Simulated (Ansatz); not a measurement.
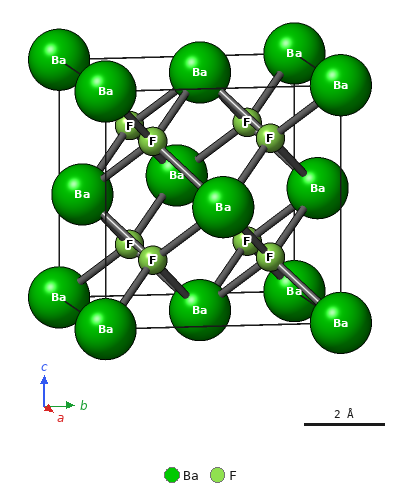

Fig. 1: The structure (ball-and-stick view of the cell 4 times as large as that of the calculation, set on its symmetry axes, seen slightly off an axis). An atom can appear more than once, as a periodic image.

# Run report: BaF2, band-structure calculation

BaF2 (Fm-3m, 3 atoms in the cell), computed with DFT, r2SCAN, plane waves, PAW, no spin polarisation (Ansatz 0.2.0).

The structure was built on a prototype by a generator. The geometry comes from this level: r2SCAN (a point of a series of strains). It belongs to a series of runs on one base structure; here: hydrostatic strain -3.0%.

## The program's output
```
scf.n_extra_bands = 4 over 12 filled bands (N_el = 24.0): the run solves 16 bands
Engine: ansatz 0.2.0, x86_64-unknown-linux-gnu
Pseudopotentials: kind: paw
Pseudopotential: Ba, paw, valence charge 10, recommended cutoff 500 eV (meta_gga), Ba.paw.azcp
Pseudopotential: F, paw, valence charge 7, recommended cutoff 500 eV (meta_gga), F.paw.azcp
Functional definition: r2SCAN
  parameter k0 = 0.174
  parameter k1 = 0.065
  parameter a1 = 4.9479
  exchange = r2scan_x(k0 = k0, k1 = k1, a1 = a1)
  correlation = r2scan_c
Crystal: 3 atoms, lattice volume = 54.230 Å³
Basis set: ecut = 500 eV, 1411 PW (Γ), exchange–correlation on 128×128×128 points (64 copies of the dense FFT grid, shifted against one another)
Bands: 16, of which v1, the nominal top of the filled ones, is band 12 counted from 1 (11 counted from 0)
Symmetry: 48 space group operations
Space group: Fm-3m (ITA 225), of the structure as read, at distance tolerance 3.8e-5 Å
k-points: 29 of 512
Non-local potential: Ba, projectors of the file, l = 0: 3, l = 1: 2, l = 2: 2, l = 3: 2
Non-local potential: F, projectors of the file, l = 0: 2, l = 1: 2, l = 2: 1
PAW form: soft (Blöchl's): semilocal exchange-correlation on the pseudo side does not see the compensation charge
PAW frozen core: Ba, regenerated for the run's functional (the file was generated under x = pbe(κ = 0.804, μ = 0.2195149727645171), c = pbe(β = 0.06672455060314922))
PAW frozen core: F, regenerated for the run's functional (the file was generated under x = pbe(κ = 0.804, μ = 0.2195149727645171), c = pbe(β = 0.06672455060314922))
PAW one-centre angular grid: Ba, 302 points (default); XC on 160 Gauss nodes
PAW one-centre angular grid: F, 302 points (default); XC on 160 Gauss nodes
Initial density: superposition of atomic densities (neutral atoms: chi_scale 0, normalization atom), corrected by the library's trained network
Initial wavefunctions: pseudopotential atomic-orbital guess
Functional: x = r2scan, c = r2scan; τ floored in thin density (d = 2e-4 eV/Å³)
SCF iter   1: F=—  HF=-7590.522602 eV  |F-HF|=—  |Δ(HF+E_count)|=         —  Δρ=9.17e-3  dr2=4.68e-2  dr2_τ=7.08e-2  ethr=1.77e-3  ⟨swp⟩=5.0  Hψ=2451  notcnv=0  defer=46
preconditioner: auto → none  [insulator: Δε(μ)=8.125 eV  Ē_g=18.336 eV  n_scr=14 (ndim 8)  ℏωp=24.7 eV  f_vac=0.118  ε∞_Penn≈2.8]
SCF iter   2: F=—  HF=-7590.619976 eV  |F-HF|=—  |Δ(HF+E_count)|=   9.74e-2  Δρ=6.21e-3  dr2=7.36e-3  dr2_τ=1.95e-3  ethr=1.95e-4  ⟨swp⟩=3.0  Hψ=1175  notcnv=0  defer=51
SCF iter   3: F=—  HF=-7590.618335 eV  |F-HF|=—  |Δ(HF+E_count)|=   1.64e-3  Δρ=1.71e-3  dr2=6.64e-4  dr2_τ=1.53e-4  ethr=3.07e-5  ⟨swp⟩=2.7  Hψ=842  notcnv=0  defer=51
SCF iter   4: F=—  HF=-7590.618385 eV  |F-HF|=—  |Δ(HF+E_count)|=   5.01e-5  Δρ=3.90e-4  dr2=2.26e-5  dr2_τ=6.69e-6  ethr=2.77e-6  ⟨swp⟩=2.7  Hψ=814  notcnv=0  defer=53
SCF iter   5: F=—  HF=-7590.618399 eV  |F-HF|=—  |Δ(HF+E_count)|=   1.40e-5  Δρ=3.45e-5  dr2=3.32e-7  dr2_τ=5.17e-8  ethr=9.42e-8  ⟨swp⟩=2.9  Hψ=850  notcnv=0  defer=48
SCF iter   6: F=-7590.618399 eV  HF=-7590.618399 eV  |F-HF|=1.40e-9  |Δ(HF+E_count)|=   4.09e-7  Δρ=1.95e-6  dr2=7.76e-10  dr2_τ=3.15e-10  ethr=4.17e-10  ⟨swp⟩=12.0  Hψ=4328  notcnv=0
SCF 1 converged in 6 iterations: F = -7590.618399 eV  dr2 = 7.76e-10
  greatest PAW one-centre occupation: 0.950 electrons in one spin orbital (limit 2), on the Ba atom at site 0 (counted from 0), in its partial waves of l = 0
```

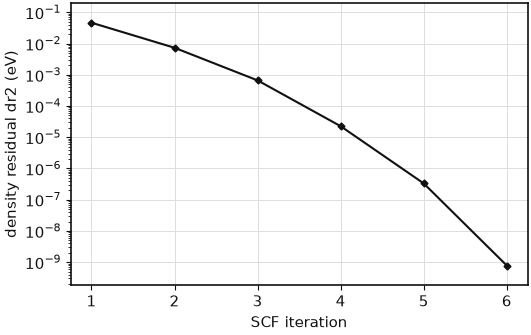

Fig. 2: Convergence of the self-consistent field: density residual dr2 against the SCF iteration. The residual falls at every step.

```
NSCF: frozen V_eff on 7 k-points
SCF converged after 6 iterations
Free energy (F): -7590.618399 eV
Harris-Foulkes:  -7590.618399 eV  (|F-HF|=1.40e-9)
Internal energy: -7590.618399 eV  (E = F + TS)
E sigma→0 (E₀):  -7590.618399 eV
Fermi energy:    3.545855 eV
--- Per-component energies (eV) ---
  E_band       = -97.456564
  E_kinetic    = 590.554294
  E_local      = -1487.111640  (includes V_loc(G=0)·N_el)
  E_nonlocal   = 201.536488
  E_hartree    = 565.984648
  E_xc         = -319.019032
  E_vxc        = -384.714486  (∫ρ·V_xc dr)
  E_paw        = -5657.746130  (= ΣΔE_a)
  E_vpaw       = -174.140030  (= ΣTr[D̂ρ^β])
  E_aug_tail   = 0.002094  (compensation charges beyond the density's cutoff)
  E_vtau       = 24.447129  (kinetic-family band-sum trace: ∫τ·v_τ [+ j·A + Jᵃ·Aᵃ] dr)
  E_ewald      = -1484.826754
  E_core_change = 0.007633  (= ΣΔE_core)
  E_smearing   = -0.000000  (= −TS)
  E_closure    = 0.000000  (closes the sum)
  Σ components = -7590.618399   (vs F -7590.618399, Δ=0.00e0)
--- Forces (eV/Å), atoms counted from 1 ---
  atom   1  Ba    -0.00000000    -0.00000000    -0.00000000
  atom   2  F      0.00000000     0.00000000     0.00000000
  atom   3  F     -0.00000000    -0.00000000     0.00000000
  max |Σ_I F_I| component: 9.25e-18 eV/Å
--- Stress (GPa, compression-positive) ---
        6.944602       0.000000       0.000000
        0.000000       6.944602      -0.000000
        0.000000       0.000000       6.944602
  P = ⅓ Tr σ = 6.9446 GPa (69.446 kbar)
--- Band table (eV; the first three rows and the last of 29) ---
  k-point 0: bands = ["-19.8751", "-16.7346", "-16.3132", "-3.9783", "-3.9783", "-3.9783", "1.7503", "1.7503", "1.7503", "3.3675", "3.3675", "3.3675", "11.3407", "13.8654", "13.8654", "16.6588"]
  k-point 1: bands = ["-19.8167", "-16.7525", "-16.3860", "-4.0231", "-4.0162", "-4.0162", "1.8290", "1.8290", "1.9557", "3.2573", "3.3537", "3.3537", "11.7071", "13.8413", "13.8413", "16.4204"]
  k-point 2: bands = ["-19.6630", "-16.8150", "-16.5554", "-4.1167", "-4.1040", "-4.1040", "2.0042", "2.0042", "2.4430", "3.0365", "3.3360", "3.3360", "12.5124", "13.8138", "13.8138", "15.8151"]
  k-point 28: bands = ["-19.2057", "-17.0052", "-17.0052", "-4.5970", "-4.1494", "-4.1494", "2.1391", "2.9882", "3.0920", "3.1597", "3.1597", "3.1793", "11.7034", "14.5092", "14.9178", "14.9178"]
```

## File bands.tsv
```
# k_distance	band_0	band_1	band_2	band_3	band_4	band_5	band_6	band_7	band_8	band_9	band_10	band_11	band_12	band_13	band_14	band_15
# fermi_ev = 3.545855
# lock_threshold_ev = 1e-6
# [0, 0, 0] at k_distance = 0.000000
# [0.5, 0, 0.5] at k_distance = 1.045717
# [0.625, 0.25, 0.625] at k_distance = 1.415433
# [0.375, 0.375, 0.75] at k_distance = 2.055801
# [0.5, 0.5, 0.5] at k_distance = 2.696169
# [0.5, 0.25, 0.75] at k_distance = 3.435602
# [0, 0.239583, -0.239583] at k_distance = 5.143527
# levels_relative_to = fermi_ev
# free_energy_ev = -7590.618399
# largest_residual_norms_ev = 1.198e-3 7.129e-4 7.641e-4 3.320e-4 1.436e-3 1.259e-3 1.452e-3 1.731e-3 1.657e-3 1.438e-3 1.766e-3 1.760e-3 2.141e-3 1.393e-3 2.445e-3 4.159e-3
0.000000	-23.420984	-20.280503	-19.859057	-7.524114	-7.524114	-7.524114	-1.795549	-1.795549	-1.795549	-0.178356	-0.178356	-0.178356	7.794888	10.319519	10.319519	13.112961
1.045717	-22.751848	-20.668240	-20.429002	-8.113570	-8.113570	-7.266981	-1.748669	-0.513638	-0.513638	-0.304062	-0.248061	-0.248061	7.891153	10.404015	12.039594	13.580172
1.415433	-22.770051	-20.602223	-20.474384	-8.017256	-8.005599	-7.484092	-1.462061	-0.717556	-0.518757	-0.369052	-0.302053	-0.244608	8.159298	10.809198	11.095588	12.268055
2.055801	-22.770051	-20.602223	-20.474384	-8.017256	-8.005599	-7.484092	-1.462061	-0.717556	-0.518757	-0.369052	-0.302053	-0.244608	8.159298	10.809198	11.095588	12.268055
2.696169	-22.948126	-20.577393	-20.256376	-7.767522	-7.766196	-7.766196	-1.343803	-1.343803	-0.776450	-0.382705	-0.181154	-0.181154	10.185172	10.291579	10.291579	10.592131
3.435602	-22.751572	-20.551059	-20.551059	-8.142818	-7.695206	-7.695206	-1.406727	-0.557655	-0.453901	-0.386148	-0.386148	-0.366519	8.157567	10.963382	11.371960	11.371960
5.143527	-22.980391	-20.442143	-20.349097	-7.778749	-7.758162	-7.751691	-1.227062	-1.054734	-0.934478	-0.715198	-0.352595	0.000689	8.934022	10.225354	10.950800	11.817419
```

## File rho_z.tsv
```
# z_ang	rho[e/angstrom^3]
# format = ansatz-planar-average/11
# lattice	0.000000000	3.004248859	3.004248859
# lattice	3.004248859	0.000000000	3.004248859
# lattice	3.004248859	3.004248859	0.000000000
# sites	3
# site	56	0.000000000	0.000000000	0.000000000
# site	9	1.502124429	1.502124429	1.502124429
# site	9	4.506373288	4.506373288	4.506373288
0.000000	3.901692e-1
0.132770	3.981811e-1
0.265541	4.225017e-1
0.398311	4.658496e-1
0.531081	5.311920e-1
0.663851	6.120210e-1
0.796622	6.874086e-1
0.929392	7.294775e-1
1.062162	7.171397e-1
1.194933	6.458171e-1
1.327703	5.294947e-1
1.460473	3.961096e-1
1.593244	2.759961e-1
1.726014	1.879788e-1
1.858784	1.336775e-1
1.991554	1.050564e-1
2.124325	9.599271e-2
2.257095	1.050564e-1
2.389865	1.336775e-1
2.522636	1.879788e-1
2.655406	2.759961e-1
2.788176	3.961096e-1
2.920947	5.294947e-1
3.053717	6.458171e-1
3.186487	7.171397e-1
3.319257	7.294775e-1
3.452028	6.874086e-1
3.584798	6.120210e-1
3.717568	5.311920e-1
3.850339	4.658496e-1
3.983109	4.225017e-1
4.115879	3.981811e-1
```

## File v_z.tsv
```
# z_ang	v_es[eV]	v_tot[eV]
# format = ansatz-planar-average/11
# xc	r2scan
# density_cutoff_ev	2000
# datasets	Ba=:simpson_from_first_knot:soft:shift=0	F=:simpson_from_first_knot:soft:shift=0
# lattice	0.000000000	3.004248859	3.004248859
# lattice	3.004248859	0.000000000	3.004248859
# lattice	3.004248859	3.004248859	0.000000000
# sites	3
# site	56	0.000000000	0.000000000	0.000000000
# site	9	1.502124429	1.502124429	1.502124429
# site	9	4.506373288	4.506373288	4.506373288
0.000000	4.415944e-1	-1.104799e1
0.132770	5.419324e-1	-1.099555e1
0.265541	5.671973e-1	-1.104673e1
0.398311	4.254200e-1	-1.126631e1
0.531081	3.762841e-1	-1.137580e1
0.663851	5.604019e-1	-1.113707e1
0.796622	1.032276e0	-1.045672e1
0.929392	1.826958e0	-9.256298e0
1.062162	2.890226e0	-7.647706e0
1.194933	4.107251e0	-5.817692e0
1.327703	5.400842e0	-3.731893e0
1.460473	6.699692e0	-1.605056e0
1.593244	7.940341e0	1.843462e-1
1.726014	9.096826e0	1.719955e0
1.858784	1.004032e1	3.175369e0
1.991554	1.050225e1	4.246554e0
2.124325	1.056570e1	4.604124e0
2.257095	1.050225e1	4.246554e0
2.389865	1.004032e1	3.175369e0
2.522636	9.096826e0	1.719955e0
2.655406	7.940341e0	1.843462e-1
2.788176	6.699692e0	-1.605056e0
2.920947	5.400842e0	-3.731893e0
3.053717	4.107251e0	-5.817692e0
3.186487	2.890226e0	-7.647706e0
3.319257	1.826958e0	-9.256298e0
3.452028	1.032276e0	-1.045672e1
3.584798	5.604019e-1	-1.113707e1
3.717568	3.762841e-1	-1.137580e1
3.850339	4.254200e-1	-1.126631e1
3.983109	5.671973e-1	-1.104673e1
4.115879	5.419324e-1	-1.099555e1
```

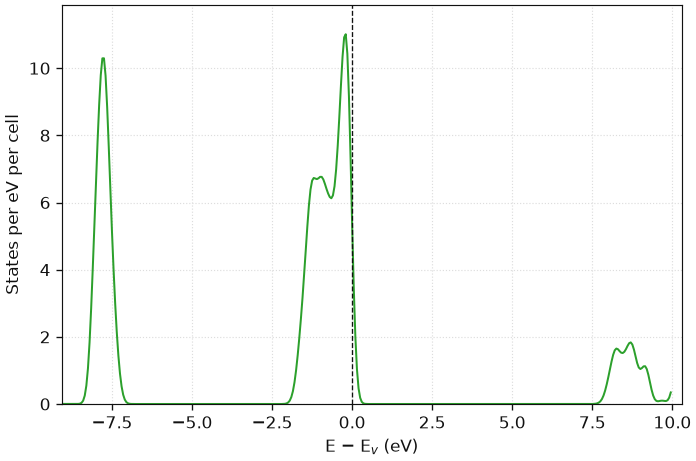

Fig. 3: Density of states (the curve is built from the levels of the k mesh with Gaussians 0.3 eV wide, which also blur the band edges), with energies from the valence-band top. There is a gap of 7.79 eV on the k-point mesh. Small ripples come from the finite k-point mesh.

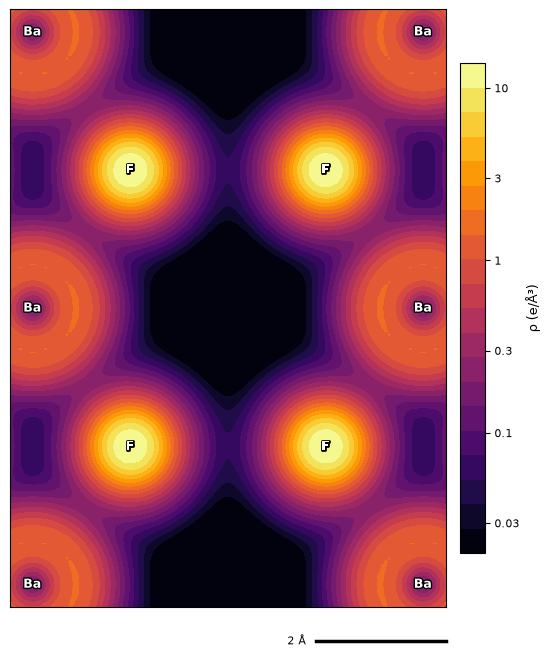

Fig. 4: Valence pseudo-density on the (011) plane of the conventional cell. Atoms in the plane: Ba and F. Ba–F (2.60 Å): the density is about 0.28 e/Å³ at the midpoint, with its minimum of 0.23 e/Å³ about 1.4 Å from Ba. Away from the nuclei the density in this plane falls to 0.003 e/Å³ at its lowest. Core electrons are frozen (PAW), so the fields are smoothed inside the atomic spheres.

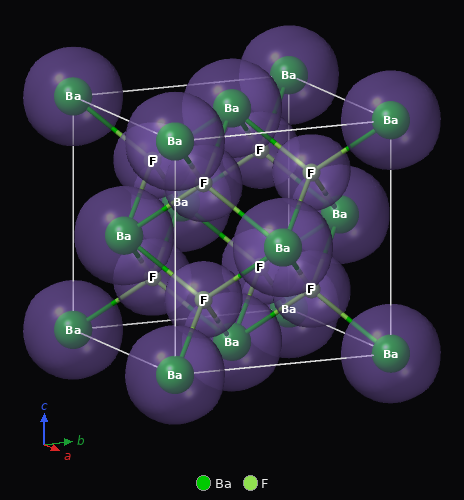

Fig. 5: Isosurface of the valence electron density at 0.3 e/Å³ (purple), seen at an oblique angle. Sticks mark near contacts. The outline is the cell set on symmetry axes. At this value the density breaks into separate islands; it holds about 85 % of the electrons treated as valence (semicore included). It is pinched off along the Ba–F (2.60 Å) contacts. On the grid the lowest density along these lines, outside the cores, is 0.23 e/Å³ (Ba–F, 2.60 Å).

This output came from the following input.

## The input
```yaml
crystal:
  lattice:
    - [0.0, 3.0042488586, 3.0042488586]
    - [3.0042488586, 0.0, 3.0042488586]
    - [3.0042488586, 3.0042488586, 0.0]
  atoms:
    - { symbol: Ba, position: [0.0, 0.0, 0.0] }
    - { symbol: F, position: [0.25, 0.25, 0.25] }
    - { symbol: F, position: [0.75, 0.75, 0.75] }
kpoints:
  mp_grid: { grid: [8, 8, 8] }
  band_path:
    path:
      - [0.0, 0.0, 0.0]
      - [0.5, 0.0, 0.5]
      - [0.625, 0.25, 0.625]
      - [0.375, 0.375, 0.75]
      - [0.5, 0.5, 0.5]
      - [0.5, 0.25, 0.75]
      - [0.0, 0.239583, -0.239583]
    npoints: 1
hamiltonian:
  xc: r2scan
scf:
  occupations: { method: fixed }
  n_extra_bands: 4
output:
  forces: true
  stress: true
  eigenvalues: true
  write_density: true
  write_potential: true
  elf: true
  volumetric_format: npy
```

Launch command:
```bash
ansatz run input.yaml --threads 2 --pin off --max-ram 20275MiB --backend cpu --events-out ev --progress --plain --runs-dir out
```

## Key numbers

| quantity | value |
| --- | --- |
| outcome | converged |
| space group (tolerance 0.01 Å) | Fm-3m (225) |
| electrons treated | 24 |
| free energy | −7590.6184 eV |
| Fermi energy | 3.546 eV |
| gap on the k-point mesh | 7.79 eV |
| pressure | 6.94 GPa |
| largest force (length of the vector) | under 0.001 eV/Å |
| hardware | 2 threads of AMD EPYC (Zen 3), 144 GiB of memory available, shared host |
| wall time | 2.1 s (CPU time 3.8 s) |
| peak memory | 0.5 GiB |

The cell is under a pressure of 6.9 GPa at this level, so it is not at its equilibrium volume.
